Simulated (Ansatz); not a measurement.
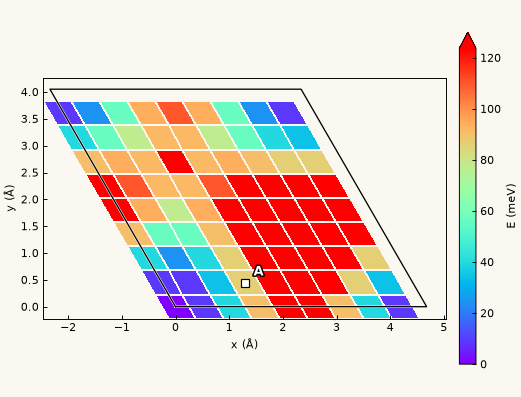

Zn on a CdTe(111) slab cut from the F-43m phase, its upper half relaxed before the scan (4 atoms of substrate and one adsorbate in a 1 × 1 cell). Zn is moved over the surface cell; relaxed at each place: the height of the adsorbate's atoms; substrate rigid; the origin of the map has the adsorbate above Cd4. Places are given modulo a cell vector. The map is drawn in real space over the plane of the surface. Grid: 9 × 9 points; 19 points were computed and 62 follow by symmetry. Energies are in meV, from the lowest grid point. At some places the adsorbate sinks to or below the level of the top layer. With one adsorbate in each 1 × 1 cell, its nearest image is 4.7 Å away, so neighbouring adsorbates interact. Method: DFT PBE, scalar-relativistic, plane waves, PAW (Ansatz 0.2.0). Settings: cutoff 420 eV, k-mesh 6×6×1, gaussian smearing 0.05 eV, no spin polarisation.

Drawn: one coloured cell a grid point, the outline of one cell of the plane, one colour for all values above the top of the scale, the point A.

### Which way does the force act at A, and how strong is it?

A, at (3/9, 1/9) of the cell vectors, is not a stationary point. The computed force is 0.13 eV/Å in the plane, pointing down and left in the picture (components −0.11 and −0.06 eV/Å).

PAW datasets: the set soft_1.
